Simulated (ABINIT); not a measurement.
## Workfunction calculation of TaS2 (part 2 of 2)

TaS2 (slab, 6 atoms in the cell); Kohn-Sham DFT of a periodic cell, PBE, JTH PAW PBE v2.0, no spin polarisation (ABINIT 10.8.3); cutoff 544.23 eV, 9×9×1 k-mesh, fermi-dirac of 0.05 eV. The structure derives from an entry of the Crystallography Open Database.

Geometry of the input (Å; fractional positions):
```
3.3500  0.0000  0.0000
-1.6750  2.9012  0.0000
0.0000  0.0000  23.7900
S  0.6667  0.3333  0.3153
Ta 0.0000  0.0000  0.3768
S  0.3333  0.6667  0.4384
S  0.6667  0.3333  0.5616
Ta 0.0000  0.0000  0.6232
S  0.3333  0.6667  0.6847
```

What the program printed, continued:
```
     iter   Etot(hartree)      deltaE(h)  residm     nres2
 ETOT  1  -155.95983138168    -1.560E+02 6.244E+00 6.918E+00
 ETOT  2  -159.56294339778    -3.603E+00 8.191E-02 2.328E+01
 ETOT  3  -159.49378356024     6.916E-02 3.727E-02 8.464E+00
 ETOT  4  -159.45475190082     3.903E-02 3.639E-02 5.454E-01
 ETOT  5  -159.45985399728    -5.102E-03 5.349E-03 6.686E-01
 ETOT  6  -159.45727701695     2.577E-03 5.092E-03 1.346E-02
 ETOT  7  -159.45740955478    -1.325E-04 4.624E-03 2.031E-02
 ETOT  8  -159.45714492777     2.646E-04 6.102E-03 5.500E-03
 ETOT  9  -159.45704081651     1.041E-04 2.128E-03 3.078E-03
 ETOT 10  -159.45690807438     1.327E-04 1.465E-03 2.060E-03
 ETOT 11  -159.45671674264     1.913E-04 3.735E-04 1.218E-03
 ETOT 12  -159.45664255229     7.419E-05 2.443E-04 9.741E-04
 ETOT 13  -159.45656857039     7.398E-05 6.366E-05 7.382E-04
 ETOT 14  -159.45652047190     4.810E-05 4.328E-05 5.745E-04
 ETOT 15  -159.45648623798     3.423E-05 1.163E-05 4.707E-04
 ETOT 16  -159.45646004382     2.619E-05 8.010E-06 3.891E-04
 ETOT 17  -159.45643876730     2.128E-05 2.217E-06 3.238E-04
 ETOT 18  -159.45642924858     9.519E-06 1.594E-06 2.953E-04
 ETOT 19  -159.45642215573     7.093E-06 4.083E-07 2.755E-04
 ETOT 20  -159.45640587909     1.628E-05 3.717E-07 2.275E-04
 ETOT 21  -159.45640292151     2.958E-06 8.438E-08 2.157E-04
 ETOT 22  -159.45638839376     1.453E-05 7.305E-08 1.512E-04
 ETOT 23  -159.45638687328     1.520E-06 9.825E-08 7.893E-05
 ETOT 24  -159.45642481208    -3.794E-05 2.724E-07 1.135E-05
 ETOT 25  -159.45644258290    -1.777E-05 1.803E-07 2.142E-06
 ETOT 26  -159.45644271116    -1.283E-07 3.449E-08 3.393E-06
 ETOT 27  -159.45644275574    -4.458E-08 8.213E-09 3.753E-06
 ETOT 28  -159.45644248312     2.726E-07 2.073E-09 5.650E-06
 ETOT 29  -159.45644282816    -3.450E-07 2.644E-09 8.034E-07
 ETOT 30  -159.45644286772    -3.956E-08 2.597E-09 2.160E-07
 ETOT 31  -159.45644296008    -9.236E-08 6.444E-10 1.236E-07
 ETOT 32  -159.45644315435    -1.943E-07 1.288E-09 1.136E-08
 ETOT 33  -159.45644315589    -1.541E-09 2.214E-10 1.382E-08
 ETOT 34  -159.45644293323     2.227E-07 3.865E-10 1.721E-07
 ETOT 35  -159.45644280682     1.264E-07 2.677E-10 2.265E-07
 ETOT 36  -159.45644307368    -2.669E-07 1.736E-10 5.503E-08
 ETOT 37  -159.45644313653    -6.285E-08 1.401E-10 1.705E-08
 ETOT 38  -159.45644313942    -2.886E-09 4.659E-11 1.359E-08
 ETOT 39  -159.45644313833     1.088E-09 4.436E-12 1.601E-08
 ETOT 40  -159.45644314788    -9.556E-09 4.866E-12 1.322E-08
 ETOT 41  -159.45644313996     7.920E-09 1.374E-12 1.366E-08
 ETOT 42  -159.45644314746    -7.499E-09 1.307E-12 1.030E-08
 ETOT 43  -159.45644315778    -1.032E-08 5.516E-12 5.366E-09
 ETOT 44  -159.45644316655    -8.761E-09 1.119E-11 1.422E-09
 ETOT 45  -159.45644316964    -3.095E-09 1.044E-11 3.540E-10

 At SCF step   45       nres2   =  3.54E-10 < tolvrs=  1.00E-09 =>converged.

 Cartesian components of stress tensor (hartree/bohr^3)
  sigma(1 1)= -1.24216607E-04  sigma(3 2)=  0.00000000E+00
  sigma(2 2)= -1.24216607E-04  sigma(3 1)=  0.00000000E+00
  sigma(3 3)= -1.92940321E-04  sigma(2 1)=  0.00000000E+00

--- !ResultsGS
iteration_state: {dtset: 1, }
comment   : Summary of ground state results
lattice_vectors:
- [  6.3305865,   0.0000000,   0.0000000, ]
- [ -3.1652933,   5.4824488,   0.0000000, ]
- [  0.0000000,   0.0000000,  44.9565845, ]
lattice_lengths: [   6.33059,    6.33059,   44.95658, ]
lattice_angles: [ 90.000,  90.000, 120.000, ] # degrees, (23, 13, 12)
lattice_volume:   1.5603134E+03
convergence: {deltae: -3.095E-09, res2:  3.540E-10, residm:  1.044E-11, diffor: null, }
etotal    :  -1.59456443E+02
entropy   :   0.00000000E+00
fermie    :  -9.11902638E-03
cartesian_stress_tensor: # hartree/bohr^3
- [ -1.24216607E-04,   0.00000000E+00,   0.00000000E+00, ]
- [  0.00000000E+00,  -1.24216607E-04,   0.00000000E+00, ]
- [  0.00000000E+00,   0.00000000E+00,  -1.92940321E-04, ]
pressure_GPa:   4.3286E+00
xred      :
- [  6.6667E-01,   3.3333E-01,   3.1526E-01,  S]
- [  0.0000E+00,   0.0000E+00,   3.7684E-01, Ta]
- [  3.3333E-01,   6.6667E-01,   4.3842E-01,  S]
- [  6.6667E-01,   3.3333E-01,   5.6158E-01,  S]
- [  0.0000E+00,   0.0000E+00,   6.2316E-01, Ta]
- [  3.3333E-01,   6.6667E-01,   6.8474E-01,  S]
cartesian_forces: # hartree/bohr
- [ -3.82805083E-28,  -3.19240448E-28,  -2.65823018E-02, ]
- [  3.82805083E-28,   3.19240448E-28,   3.69286517E-04, ]
- [ -2.97737287E-28,  -2.70126533E-28,   2.37011324E-02, ]
- [  3.82805083E-28,   1.22784788E-28,  -2.37011324E-02, ]
- [  3.82805083E-28,   3.19240448E-28,  -3.69286517E-04, ]
- [ -4.67872879E-28,  -1.71898703E-28,   2.65823018E-02, ]
force_length_stats: {min:   3.69286517E-04, max:   2.65823018E-02, mean:   1.68842402E-02, }
...

 Integrated electronic density in atomic spheres:
 ------------------------------------------------
 Atom  Sphere_radius  Integrated_density
    1        1.90380          3.64532715
    2        2.41973         10.62284904
    3        1.90380          3.64702680
    4        1.90380          3.64702680
    5        2.41973         10.62284904
    6        1.90380          3.64532715

================================================================================

 ----iterations are completed or convergence reached----

 Mean square residual over all n,k,spin=   43.471E-14; max=  10.444E-12
 reduced coordinates (array xred) for    6 atoms
       0.666666666667      0.333333333333      0.315258512000
       0.000000000000      0.000000000000      0.376839008000
       0.333333333333      0.666666666667      0.438419504000
       0.666666666667      0.333333333333      0.561580496000
       0.000000000000      0.000000000000      0.623160992000
       0.333333333333      0.666666666667      0.684741488000
 rms dE/dt=  5.3372E-01; max dE/dt=  1.1950E+00; dE/dt below (all hartree)
    1       0.000000000000      0.000000000000      1.195049496417
    2      -0.000000000000      0.000000000000     -0.016601860500
    3       0.000000000000      0.000000000000     -1.065521964089
    4      -0.000000000000      0.000000000000      1.065521964089
    5      -0.000000000000      0.000000000000      0.016601860500
    6       0.000000000000      0.000000000000     -1.195049496417

 cartesian coordinates (angstrom) at end:
    1      1.67500106030000     0.96706231306667     7.50000000048000
    2      0.00000000000000     0.00000000000000     8.96500000032000
    3     -0.00000000000000     1.93412462613333    10.43000000016000
    4      1.67500106030000     0.96706231306667    13.35999999984000
    5      0.00000000000000     0.00000000000000    14.82499999968000
    6     -0.00000000000000     1.93412462613333    16.28999999952000

 cartesian forces (hartree/bohr) at end:
    1     -0.00000000000000    -0.00000000000000    -0.02658230176444
    2      0.00000000000000     0.00000000000000     0.00036928651657
    3     -0.00000000000000    -0.00000000000000     0.02370113243926
    4      0.00000000000000     0.00000000000000    -0.02370113243926
    5      0.00000000000000     0.00000000000000    -0.00036928651657
    6     -0.00000000000000    -0.00000000000000     0.02658230176444
 frms,max,avg= 1.1871997E-02 2.6582302E-02   0.000E+00  0.000E+00  0.000E+00 h/b

 cartesian forces (eV/Angstrom) at end:
    1     -0.00000000000000    -0.00000000000000    -1.36691691593423
    2      0.00000000000000     0.00000000000000     0.01898947618600
    3     -0.00000000000000    -0.00000000000000     1.21876123238334
    4      0.00000000000000     0.00000000000000    -1.21876123238334
    5      0.00000000000000     0.00000000000000    -0.01898947618600
    6     -0.00000000000000    -0.00000000000000     1.36691691593423
 frms,max,avg= 6.1048263E-01 1.3669169E+00   0.000E+00  0.000E+00  0.000E+00 e/A
 length scales=  1.889726125908  1.889726125908  1.889726125908 bohr
              =  1.000000000000  1.000000000000  1.000000000000 angstroms
 Fermi (or HOMO) energy (eV) =  -0.24814   Average Vxc (eV)=  -5.73376
 Eigenvalues (   eV  ) for nkpt=  12  k points:
 kpt#   1, nband= 30, wtk=  0.01235, kpt=  0.0000  0.0000  0.0000 (reduced coord)
 -69.05003  -69.05003  -35.51093  -35.51080  -35.48513  -35.48513  -35.48512  -35.48512
 -15.31999  -15.18138  -13.65524  -13.41465   -6.91874   -6.28824   -4.47887   -4.47887
  -4.46436   -4.46436   -3.29446   -2.22981   -1.11278   -1.11278   -1.04354   -1.04354
  -0.22050   -0.22050   -0.20623   -0.20623    0.24420    0.76824
 prteigrs : prtvol=0 or 1, do not print more k-points.

--- !EnergyTerms
iteration_state     : {dtset: 1, }
comment             : Components of total free energy in Hartree
kinetic             :  2.99528925054817E+01
hartree             :  5.30981927547524E+02
xc                  : -3.12183456247801E+01
Ewald energy        :  3.93592347674328E+02
psp_core            :  5.34372067303365E+00
local_psp           : -1.06412623022491E+03
PAW spherical_terms : -2.39816583321497E+01
internal            : -1.59455345781469E+02
'-kT*entropy'       : -1.08939931956883E-03
total_energy        : -1.59456435180788E+02
total_energy_eV     : -4.33903064711166E+03
...

--- !EnergyTermsDC
iteration_state     : {dtset: 1, }
comment             : '"Double-counting" decomposition of free energy'
band_energy         : -3.37342025294702E+01
Ewald energy        :  3.93592347674328E+02
psp_core            :  5.34372067303365E+00
xc_dc               : -5.38850108572250E+02
PAW spherical_terms :  1.41928889840386E+01
internal            : -1.59455353770321E+02
'-kT*entropy'       : -1.08939931956883E-03
total_energy_dc     : -1.59456443169640E+02
total_energy_dc_eV  : -4.33903086449940E+03
...

--- !EnergyTermsWithPAWCore
iteration_state     : {dtset: 1, }
comment             : 'Components of total free energy, including PAW core contributions'
Total energy        : -3.28068380552944E+04
Total energy DC     : -3.28068380632833E+04
Total energy (eV)   : -8.92719541831965E+05
Total energy DC (eV): -8.92719542049353E+05
...

 Cartesian components of stress tensor (hartree/bohr^3)
  sigma(1 1)= -1.24216607E-04  sigma(3 2)=  0.00000000E+00
  sigma(2 2)= -1.24216607E-04  sigma(3 1)=  0.00000000E+00
  sigma(3 3)= -1.92940321E-04  sigma(2 1)=  0.00000000E+00

-Cartesian components of stress tensor (GPa)         [Pressure=  4.3286E+00 GPa]
- sigma(1 1)= -3.65457875E+00  sigma(3 2)=  0.00000000E+00
- sigma(2 2)= -3.65457875E+00  sigma(3 1)=  0.00000000E+00
- sigma(3 3)= -5.67650024E+00  sigma(2 1)=  0.00000000E+00

== END DATASET(S) ==============================================================
================================================================================

 -outvars: echo values of variables after computation  --------
            acell      1.8897261259E+00  1.8897261259E+00  1.8897261259E+00 Bohr
           etotal     -1.5945644317E+02
            fcart     -3.8280508286E-28 -3.1924044769E-28 -2.6582301764E-02
                       3.8280508286E-28  3.1924044769E-28  3.6928651657E-04
                      -2.9773728667E-28 -2.7012653266E-28  2.3701132439E-02
                       3.8280508286E-28  1.2278478757E-28 -2.3701132439E-02
                       3.8280508286E-28  3.1924044769E-28 -3.6928651657E-04
                      -4.6787287905E-28 -1.7189870260E-28  2.6582301764E-02
            rprim      3.3500021206E+00  0.0000000000E+00  0.0000000000E+00
                      -1.6750010603E+00  2.9011869392E+00  0.0000000000E+00
                       0.0000000000E+00  0.0000000000E+00  2.3790000000E+01
           strten     -1.2421660681E-04 -1.2421660688E-04 -1.9294032138E-04
                       0.0000000000E+00  0.0000000000E+00  0.0000000000E+00
           xangst      1.6750010603E+00  9.6706231307E-01  7.5000000005E+00
                       0.0000000000E+00  0.0000000000E+00  8.9650000003E+00
                      -4.5365730695E-16  1.9341246261E+00  1.0430000000E+01
                       1.6750010603E+00  9.6706231307E-01  1.3360000000E+01
                       0.0000000000E+00  0.0000000000E+00  1.4825000000E+01
                      -4.5365730695E-16  1.9341246261E+00  1.6290000000E+01
             xred      6.6666666667E-01  3.3333333333E-01  3.1525851200E-01
                       0.0000000000E+00  0.0000000000E+00  3.7683900800E-01
                       3.3333333333E-01  6.6666666667E-01  4.3841950400E-01
                       6.6666666667E-01  3.3333333333E-01  5.6158049600E-01
                       0.0000000000E+00  0.0000000000E+00  6.2316099200E-01
                       3.3333333333E-01  6.6666666667E-01  6.8474148800E-01
 Calculation completed.
```

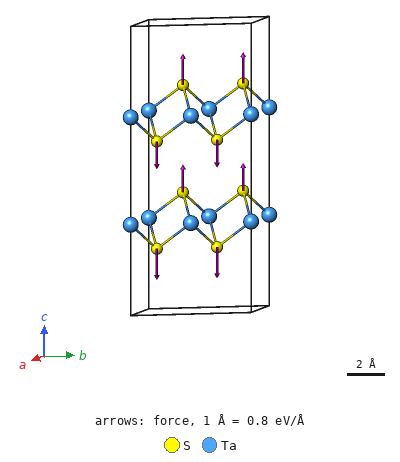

*Forces on the atoms as pink arrows (ball-and-stick view of the 1 × 2 repeat of the cell, with the vacuum cut short, seen slightly off an axis); the smallest are left out.*

The largest act on S1, S6 (1.37 eV/Å); S3, S4 (1.22 eV/Å). Atoms are counted from 1 in the order of the input and aren't labelled in the picture. The geometry is not a stationary point of this energy.

Results in brief:

| quantity | value |
| --- | --- |
| outcome | converged |
| electrons treated | 50 |
| free energy | −4339.0309 eV |
| work function | 5.10 eV |
| Fermi energy | −0.248 eV |
| gap on the k-point mesh | none (metallic) |
| largest force (length of the vector) | 1.367 eV/Å |
| wall time | 1.8 min (CPU time 7.1 min) |
| peak memory | 0.88 GiB |

Remarks:

Spin–orbit coupling is left out, which matters for Ta.
